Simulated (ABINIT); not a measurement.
Geometry relaxation, with input and output: Si (part 2 of 2)

The same run, continued: Si (2 atoms in the cell); Kohn-Sham DFT of a periodic cell, LDA, PseudoDojo NC SR LDA v0.4.1 standard, no spin polarisation (ABINIT 10.8.3); cutoff 435.38 eV, 8×8×8 k-mesh, fermi-dirac of 0.05 eV. The structure derives from a Materials Project entry.

Geometry of the input (Å; fractional positions):
```
-2.3714  2.3714  1.3293
2.3714  -2.3714  1.3293
2.3714  2.3714  -1.3293
Si 0.5000  0.5000  0.0000
Si 0.2500  0.7500  0.5000
```

## Log, continued
```
 Cartesian components of stress tensor (hartree/bohr^3)
  sigma(1 1)=  1.73917066E-07  sigma(3 2)=  0.00000000E+00
  sigma(2 2)=  1.73917066E-07  sigma(3 1)=  0.00000000E+00
  sigma(3 3)= -6.36521774E-06  sigma(2 1)=  0.00000000E+00

--- !ResultsGS
iteration_state: {dtset: 1, itime: 3, icycle: 1, }
comment   : Summary of ground state results
lattice_vectors:
- [ -4.4634833,   4.4634833,   2.5124059, ]
- [  4.4634833,  -4.4634833,   2.5124059, ]
- [  4.4634833,   4.4634833,  -2.5124059, ]
lattice_lengths: [   6.79393,    6.79393,    6.79393, ]
lattice_angles: [ 97.860,  97.860, 136.593, ] # degrees, (23, 13, 12)
lattice_volume:   2.0021547E+02
convergence: {deltae:  1.776E-14, res2:  3.493E-15, residm:  3.497E-06, diffor: null, }
etotal    :  -8.50955138E+00
entropy   :   0.00000000E+00
fermie    :   2.96076397E-01
cartesian_stress_tensor: # hartree/bohr^3
- [  1.73917066E-07,   0.00000000E+00,   0.00000000E+00, ]
- [  0.00000000E+00,   1.73917066E-07,   0.00000000E+00, ]
- [  0.00000000E+00,   0.00000000E+00,  -6.36521774E-06, ]
pressure_GPa:   5.9013E-02
xred      :
- [  5.0000E-01,   5.0000E-01,  -1.6139E-17, Si]
- [  2.5000E-01,   7.5000E-01,   5.0000E-01, Si]
cartesian_forces: # hartree/bohr
- [ -0.00000000E+00,  -0.00000000E+00,  -0.00000000E+00, ]
- [ -0.00000000E+00,  -0.00000000E+00,  -0.00000000E+00, ]
force_length_stats: {min:   0.00000000E+00, max:   0.00000000E+00, mean:   0.00000000E+00, }
...

 Integrated electronic density in atomic spheres:
 ------------------------------------------------
 Atom  Sphere_radius  Integrated_density
    1        2.00000          1.75768004
    2        2.00000          1.76374085

---OUTPUT-----------------------------------------------------------------------

 Cartesian coordinates (xcart) [bohr]
 -7.20359457505314E-17 -7.20359457505314E-17  2.51240585302274E+00
  4.46348334576428E+00  4.44089209850063E-16  1.25620292651137E+00
 Reduced coordinates (xred)
  5.00000000000000E-01  5.00000000000000E-01 -1.61389525109109E-17
  2.50000000000000E-01  7.50000000000000E-01  5.00000000000000E-01
 Cartesian forces (fcart) [Ha/bohr]; max,rms= 0.00000E+00 0.00000E+00 (free atoms)
 -0.00000000000000E+00 -0.00000000000000E+00 -0.00000000000000E+00
 -0.00000000000000E+00 -0.00000000000000E+00 -0.00000000000000E+00
 Gradient of E wrt nuclear positions in reduced coordinates (gred)
 -0.00000000000000E+00 -0.00000000000000E+00 -0.00000000000000E+00
 -0.00000000000000E+00 -0.00000000000000E+00 -0.00000000000000E+00
 Scale of Primitive Cell (acell) [bohr]
  6.79393481909659E+00  6.79393481909659E+00  6.79393481909659E+00
 Real space primitive translations (rprimd) [bohr]
 -4.46348334576428E+00  4.46348334576428E+00  2.51240585302274E+00
  4.46348334576428E+00 -4.46348334576428E+00  2.51240585302274E+00
  4.46348334576428E+00  4.46348334576428E+00 -2.51240585302274E+00
 Unitary Cell Volume (ucvol) [Bohr^3]=  2.00215467316295E+02
 Angles (23,13,12)= [degrees]
  9.78599992338142E+01  9.78599992338142E+01  1.36593274435844E+02
 Lengths [Bohr]
  6.79393481909659E+00  6.79393481909659E+00  6.79393481909659E+00
 Stress tensor in cartesian coordinates (strten) [Ha/bohr^3]
  1.73917065903698E-07  0.00000000000000E+00  0.00000000000000E+00
  0.00000000000000E+00  1.73917065903698E-07  0.00000000000000E+00
  0.00000000000000E+00  0.00000000000000E+00 -6.36521774218706E-06
 Total energy (etotal) [Ha]= -8.50955137878313E+00

 Difference of energy with previous step (new-old):
           Absolute (Ha)=-1.58307E-05
           Relative     =-1.86035E-06

--- Iteration: ( 4/50) Internal Cycle: (1/1)
--------------------------------------------------------------------------------

---SELF-CONSISTENT-FIELD CONVERGENCE--------------------------------------------

--- !BeginCycle
iteration_state: {dtset: 1, itime: 4, icycle: 1, }
solver: {iscf: 7, nstep: 80, nline: 4, wfoptalg: 0, }
tolerances: {tolvrs: 1.00E-12, }
...

     iter   Etot(hartree)      deltaE(h)  residm     vres2
 ETOT  1  -8.5095515943870    -8.510E+00 2.236E-06 2.752E-05
 ETOT  2  -8.5095516021228    -7.736E-09 1.226E-06 1.098E-07
 ETOT  3  -8.5095516021454    -2.264E-11 1.830E-07 9.684E-10
 ETOT  4  -8.5095516021456    -2.149E-13 6.751E-07 8.653E-13

 At SCF step    4       vres2   =  8.65E-13 < tolvrs=  1.00E-12 =>converged.

 Cartesian components of stress tensor (hartree/bohr^3)
  sigma(1 1)= -1.55759771E-07  sigma(3 2)=  0.00000000E+00
  sigma(2 2)= -1.55759771E-07  sigma(3 1)=  0.00000000E+00
  sigma(3 3)= -5.12492633E-06  sigma(2 1)=  0.00000000E+00

--- !ResultsGS
iteration_state: {dtset: 1, itime: 4, icycle: 1, }
comment   : Summary of ground state results
lattice_vectors:
- [ -4.4632705,   4.4632705,   2.5128935, ]
- [  4.4632705,  -4.4632705,   2.5128935, ]
- [  4.4632705,   4.4632705,  -2.5128935, ]
lattice_lengths: [   6.79384,    6.79384,    6.79384, ]
lattice_angles: [ 97.863,  97.863, 136.584, ] # degrees, (23, 13, 12)
lattice_volume:   2.0023522E+02
convergence: {deltae: -2.149E-13, res2:  8.653E-13, residm:  6.751E-07, diffor: null, }
etotal    :  -8.50955160E+00
entropy   :   0.00000000E+00
fermie    :   2.96031178E-01
cartesian_stress_tensor: # hartree/bohr^3
- [ -1.55759771E-07,   0.00000000E+00,   0.00000000E+00, ]
- [  0.00000000E+00,  -1.55759771E-07,   0.00000000E+00, ]
- [  0.00000000E+00,   0.00000000E+00,  -5.12492633E-06, ]
pressure_GPa:   5.3315E-02
xred      :
- [  5.0000E-01,   5.0000E-01,  -1.6139E-17, Si]
- [  2.5000E-01,   7.5000E-01,   5.0000E-01, Si]
cartesian_forces: # hartree/bohr
- [ -0.00000000E+00,  -0.00000000E+00,  -0.00000000E+00, ]
- [ -0.00000000E+00,  -0.00000000E+00,  -0.00000000E+00, ]
force_length_stats: {min:   0.00000000E+00, max:   0.00000000E+00, mean:   0.00000000E+00, }
...

 Integrated electronic density in atomic spheres:
 ------------------------------------------------
 Atom  Sphere_radius  Integrated_density
    1        2.00000          1.75778745
    2        2.00000          1.76384787

---OUTPUT-----------------------------------------------------------------------

 Cartesian coordinates (xcart) [bohr]
  3.72056699935125E-16 -5.16121719765000E-16  2.51289346502859E+00
  4.46327045489719E+00 -4.44089209850063E-16  1.25644673251430E+00
 Reduced coordinates (xred)
  5.00000000000000E-01  5.00000000000000E-01 -1.61389525109109E-17
  2.50000000000000E-01  7.50000000000000E-01  5.00000000000000E-01
 Cartesian forces (fcart) [Ha/bohr]; max,rms= 0.00000E+00 0.00000E+00 (free atoms)
 -0.00000000000000E+00 -0.00000000000000E+00 -0.00000000000000E+00
 -0.00000000000000E+00 -0.00000000000000E+00 -0.00000000000000E+00
 Gradient of E wrt nuclear positions in reduced coordinates (gred)
 -0.00000000000000E+00 -0.00000000000000E+00 -0.00000000000000E+00
 -0.00000000000000E+00 -0.00000000000000E+00 -0.00000000000000E+00
 Scale of Primitive Cell (acell) [bohr]
  6.79383543174985E+00  6.79383543174985E+00  6.79383543174985E+00
 Real space primitive translations (rprimd) [bohr]
 -4.46327045489719E+00  4.46327045489719E+00  2.51289346502859E+00
  4.46327045489719E+00 -4.46327045489719E+00  2.51289346502859E+00
  4.46327045489719E+00  4.46327045489719E+00 -2.51289346502859E+00
 Unitary Cell Volume (ucvol) [Bohr^3]=  2.00235223219312E+02
 Angles (23,13,12)= [degrees]
  9.78633013066709E+01  9.78633013066709E+01  1.36583754995486E+02
 Lengths [Bohr]
  6.79383543174985E+00  6.79383543174985E+00  6.79383543174985E+00
 Stress tensor in cartesian coordinates (strten) [Ha/bohr^3]
 -1.55759770618762E-07  0.00000000000000E+00  0.00000000000000E+00
  0.00000000000000E+00 -1.55759770618328E-07  0.00000000000000E+00
  0.00000000000000E+00  0.00000000000000E+00 -5.12492633155271E-06
 Total energy (etotal) [Ha]= -8.50955160214561E+00

 Difference of energy with previous step (new-old):
           Absolute (Ha)=-2.23362E-07
           Relative     =-2.62484E-08

--- Iteration: ( 5/50) Internal Cycle: (1/1)
--------------------------------------------------------------------------------

---SELF-CONSISTENT-FIELD CONVERGENCE--------------------------------------------

--- !BeginCycle
iteration_state: {dtset: 1, itime: 5, icycle: 1, }
solver: {iscf: 7, nstep: 80, nline: 4, wfoptalg: 0, }
tolerances: {tolvrs: 1.00E-12, }
...

     iter   Etot(hartree)      deltaE(h)  residm     vres2
 ETOT  1  -8.5095519049669    -8.510E+00 1.238E-06 3.156E-04
 ETOT  2  -8.5095519919714    -8.700E-08 2.455E-07 1.451E-06
 ETOT  3  -8.5095519922582    -2.868E-10 5.346E-08 1.302E-08
 ETOT  4  -8.5095519922602    -1.958E-12 9.397E-08 1.364E-11
 ETOT  5  -8.5095519922602    -7.105E-15 1.377E-08 4.781E-14

 At SCF step    5       vres2   =  4.78E-14 < tolvrs=  1.00E-12 =>converged.

 Cartesian components of stress tensor (hartree/bohr^3)
  sigma(1 1)= -6.37884680E-08  sigma(3 2)=  0.00000000E+00
  sigma(2 2)= -6.37884680E-08  sigma(3 1)=  0.00000000E+00
  sigma(3 3)= -1.21726001E-07  sigma(2 1)=  0.00000000E+00

--- !ResultsGS
iteration_state: {dtset: 1, itime: 5, icycle: 1, }
comment   : Summary of ground state results
lattice_vectors:
- [ -4.4629475,   4.4629475,   2.5147830, ]
- [  4.4629475,  -4.4629475,   2.5147830, ]
- [  4.4629475,   4.4629475,  -2.5147830, ]
lattice_lengths: [   6.79411,    6.79411,    6.79411, ]
lattice_angles: [ 97.875,  97.875, 136.551, ] # degrees, (23, 13, 12)
lattice_volume:   2.0035679E+02
convergence: {deltae: -7.105E-15, res2:  4.781E-14, residm:  1.377E-08, diffor: null, }
etotal    :  -8.50955199E+00
entropy   :   0.00000000E+00
fermie    :   2.95760608E-01
cartesian_stress_tensor: # hartree/bohr^3
- [ -6.37884680E-08,   0.00000000E+00,   0.00000000E+00, ]
- [  0.00000000E+00,  -6.37884680E-08,   0.00000000E+00, ]
- [  0.00000000E+00,   0.00000000E+00,  -1.21726001E-07, ]
pressure_GPa:   2.4449E-03
xred      :
- [  5.0000E-01,   5.0000E-01,  -1.6139E-17, Si]
- [  2.5000E-01,   7.5000E-01,   5.0000E-01, Si]
cartesian_forces: # hartree/bohr
- [ -0.00000000E+00,  -0.00000000E+00,  -0.00000000E+00, ]
- [ -0.00000000E+00,  -0.00000000E+00,  -0.00000000E+00, ]
force_length_stats: {min:   0.00000000E+00, max:   0.00000000E+00, mean:   0.00000000E+00, }
...

 Integrated electronic density in atomic spheres:
 ------------------------------------------------
 Atom  Sphere_radius  Integrated_density
    1        2.00000          1.75838270
    2        2.00000          1.76444174

---OUTPUT-----------------------------------------------------------------------

 Cartesian coordinates (xcart) [bohr]
 -7.20272975640497E-17 -7.20272975640497E-17  2.51478304113073E+00
  4.46294748778491E+00  4.44089209850063E-16  1.25739152056536E+00
 Reduced coordinates (xred)
  5.00000000000000E-01  5.00000000000000E-01 -1.61389525109109E-17
  2.50000000000000E-01  7.50000000000000E-01  5.00000000000000E-01
 Cartesian forces (fcart) [Ha/bohr]; max,rms= 0.00000E+00 0.00000E+00 (free atoms)
 -0.00000000000000E+00 -0.00000000000000E+00 -0.00000000000000E+00
 -0.00000000000000E+00 -0.00000000000000E+00 -0.00000000000000E+00
 Gradient of E wrt nuclear positions in reduced coordinates (gred)
 -0.00000000000000E+00 -0.00000000000000E+00 -0.00000000000000E+00
 -0.00000000000000E+00 -0.00000000000000E+00 -0.00000000000000E+00
 Scale of Primitive Cell (acell) [bohr]
  6.79411026562050E+00  6.79411026562050E+00  6.79411026562050E+00
 Real space primitive translations (rprimd) [bohr]
 -4.46294748778491E+00  4.46294748778491E+00  2.51478304113073E+00
  4.46294748778491E+00 -4.46294748778491E+00  2.51478304113073E+00
  4.46294748778491E+00  4.46294748778491E+00 -2.51478304113073E+00
 Unitary Cell Volume (ucvol) [Bohr^3]=  2.00356791343488E+02
 Angles (23,13,12)= [degrees]
  9.78745652546650E+01  9.78745652546650E+01  1.36551295656592E+02
 Lengths [Bohr]
  6.79411026562050E+00  6.79411026562050E+00  6.79411026562050E+00
 Stress tensor in cartesian coordinates (strten) [Ha/bohr^3]
 -6.37884680111667E-08  0.00000000000000E+00  0.00000000000000E+00
  0.00000000000000E+00 -6.37884680111667E-08  0.00000000000000E+00
  0.00000000000000E+00  0.00000000000000E+00 -1.21726001378001E-07
 Total energy (etotal) [Ha]= -8.50955199226017E+00

 Difference of energy with previous step (new-old):
           Absolute (Ha)=-3.90115E-07
           Relative     =-4.58443E-08

 At Broyd/MD step   5, gradients are converged :
  max grad (force/stress) = 1.2173E-05 < tolmxf= 2.0000E-05 ha/bohr (free atoms)

================================================================================

 ----iterations are completed or convergence reached----

 Mean square residual over all n,k,spin=   72.383E-12; max=  13.770E-09
 reduced coordinates (array xred) for    2 atoms
       0.500000000000      0.500000000000     -0.000000000000
       0.250000000000      0.750000000000      0.500000000000
 rms dE/dt=  0.0000E+00; max dE/dt=  0.0000E+00; dE/dt below (all hartree)
    1       0.000000000000      0.000000000000      0.000000000000
    2       0.000000000000      0.000000000000      0.000000000000

 cartesian coordinates (angstrom) at end:
    1     -0.00000000000000    -0.00000000000000     1.33076587482891
    2      2.36169010239037     0.00000000000000     0.66538293741446

 cartesian forces (hartree/bohr) at end:
    1     -0.00000000000000    -0.00000000000000    -0.00000000000000
    2     -0.00000000000000    -0.00000000000000    -0.00000000000000
 frms,max,avg= 0.0000000E+00 0.0000000E+00   0.000E+00  0.000E+00  0.000E+00 h/b

 cartesian forces (eV/Angstrom) at end:
    1     -0.00000000000000    -0.00000000000000    -0.00000000000000
    2     -0.00000000000000    -0.00000000000000    -0.00000000000000
 frms,max,avg= 0.0000000E+00 0.0000000E+00   0.000E+00  0.000E+00  0.000E+00 e/A
 length scales=  6.794110265621  6.794110265621  6.794110265621 bohr
              =  3.595288318489  3.595288318489  3.595288318489 angstroms
 Fermi (or HOMO) energy (hartree) =   0.29576   Average Vxc (hartree)=  -0.40000
 Eigenvalues (hartree) for nkpt=  59  k points:
 kpt#   1, nband=  8, wtk=  0.00195, kpt=  0.0000  0.0000  0.0000 (reduced coord)
  -0.21742    0.20569    0.20569    0.23211    0.35302    0.56959    0.62306    0.62926
      occupation numbers for kpt#   1
   2.00000    2.00000    2.00000    2.00000    0.00000    0.00000    0.00000    0.00000
 prteigrs : prtvol=0 or 1, do not print more k-points.

--- !EnergyTerms
iteration_state     : {dtset: 1, itime: 5, icycle: 1, }
comment             : Components of total free energy in Hartree
kinetic             :  3.17026481007947E+00
hartree             :  8.81703050639088E-02
xc                  : -3.15656607324969E+00
Ewald energy        : -9.84458607565487E+00
psp_core            :  5.32652936564388E-01
local_psp           : -5.94167356743701E-01
non_local_psp       :  1.29502964354806E+00
internal            : -8.50920181039243E+00
'-kT*entropy'       : -3.50181867736517E-04
total_energy        : -8.50955199226017E+00
total_energy_eV     : -2.31556706041649E+02
band_energy         :  7.34591863505675E-01
...

 Cartesian components of stress tensor (hartree/bohr^3)
  sigma(1 1)= -6.37884680E-08  sigma(3 2)=  0.00000000E+00
  sigma(2 2)= -6.37884680E-08  sigma(3 1)=  0.00000000E+00
  sigma(3 3)= -1.21726001E-07  sigma(2 1)=  0.00000000E+00

-Cartesian components of stress tensor (GPa)         [Pressure=  2.4449E-03 GPa]
- sigma(1 1)= -1.87672152E-03  sigma(3 2)=  0.00000000E+00
- sigma(2 2)= -1.87672152E-03  sigma(3 1)=  0.00000000E+00
- sigma(3 3)= -3.58130260E-03  sigma(2 1)=  0.00000000E+00

== END DATASET(S) ==============================================================
================================================================================

 -outvars: echo values of variables after computation  --------
            acell      6.7941102656E+00  6.7941102656E+00  6.7941102656E+00 Bohr
           etotal     -8.5095519923E+00
            fcart     -0.0000000000E+00 -0.0000000000E+00 -0.0000000000E+00
                      -0.0000000000E+00 -0.0000000000E+00 -0.0000000000E+00
            rprim     -6.5688475949E-01  6.5688475949E-01  3.7014162897E-01
                       6.5688475949E-01 -6.5688475949E-01  3.7014162897E-01
                       6.5688475949E-01  6.5688475949E-01 -3.7014162897E-01
           strten     -6.3788468011E-08 -6.3788468011E-08 -1.2172600138E-07
                       0.0000000000E+00  0.0000000000E+00  0.0000000000E+00
           xangst     -3.8115204408E-17 -3.8115204408E-17  1.3307658748E+00
                       2.3616901024E+00  2.3500188930E-16  6.6538293741E-01
             xred      5.0000000000E-01  5.0000000000E-01 -1.6138952511E-17
                       2.5000000000E-01  7.5000000000E-01  5.0000000000E-01
 Calculation completed.
```

## Trajectory as extended XYZ (Å, eV, eV/Å), 5 frames, from step=0 to step=4
```
2
Lattice="-2.3714 2.3714 1.3293 2.3714 -2.3714 1.3293 2.3714 2.3714 -1.3293" Properties=species:S:1:pos:R:3:forces:R:3 step=0 energy=-231.55566
Si    0.0000    0.0000    1.3293    0.0000   0.0000   0.0000
Si    2.3714    0.0000    0.6646    0.0000   0.0000   0.0000
2
Lattice="-2.3680 2.3680 1.3293 2.3680 -2.3680 1.3293 2.3680 2.3680 -1.3293" Properties=species:S:1:pos:R:3:forces:R:3 step=1 energy=-231.55626
Si    0.0000    0.0000    1.3293    0.0000   0.0000   0.0000
Si    2.3680    0.0000    0.6646    0.0000   0.0000   0.0000
2
Lattice="-2.3620 2.3620 1.3295 2.3620 -2.3620 1.3295 2.3620 2.3620 -1.3295" Properties=species:S:1:pos:R:3:forces:R:3 step=2 energy=-231.55669
Si    0.0000    0.0000    1.3295    0.0000   0.0000   0.0000
Si    2.3620    0.0000    0.6648    0.0000   0.0000   0.0000
2
Lattice="-2.3619 2.3619 1.3298 2.3619 -2.3619 1.3298 2.3619 2.3619 -1.3298" Properties=species:S:1:pos:R:3:forces:R:3 step=3 energy=-231.55669
Si    0.0000    0.0000    1.3298    0.0000   0.0000   0.0000
Si    2.3619    0.0000    0.6649    0.0000   0.0000   0.0000
2
Lattice="-2.3617 2.3617 1.3308 2.3617 -2.3617 1.3308 2.3617 2.3617 -1.3308" Properties=species:S:1:pos:R:3:forces:R:3 step=4 energy=-231.55671
Si    0.0000    0.0000    1.3308    0.0000   0.0000   0.0000
Si    2.3617    0.0000    0.6654    0.0000   0.0000   0.0000
```

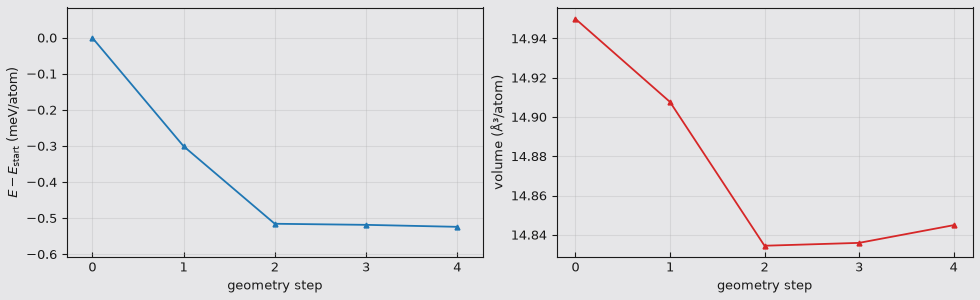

Figure 1. Progress of the relaxation, step by step (steps are counted from 0). After 4 geometry steps the energy has fallen by 0.5 meV per atom. All forces vanish by symmetry, so only the cell relaxes. No atom moves by more than 0.005 Å relative to the cell. 

## Summary

```csv
quantity,value
outcome,converged
space group (tolerance 0.01 Å),I4₁/amd (141)
electrons treated,8
free energy,−231.5567 eV
Fermi energy,8.048 eV
gap on the k-point mesh,none (metallic)
pressure,0.00 GPa
final volume,29.69 Å³
largest force (length of the vector) at the end,under 0.001 eV/Å
final cell,"a = 3.595 Å, b = 3.595 Å, c = 3.595 Å, α = 97.87°, β = 97.87°, γ = 136.55°"
hardware,"1 thread of Arm Neoverse V2, 24 GiB of memory available, shared host"
wall time,31 s
peak memory,0.06 GiB
```
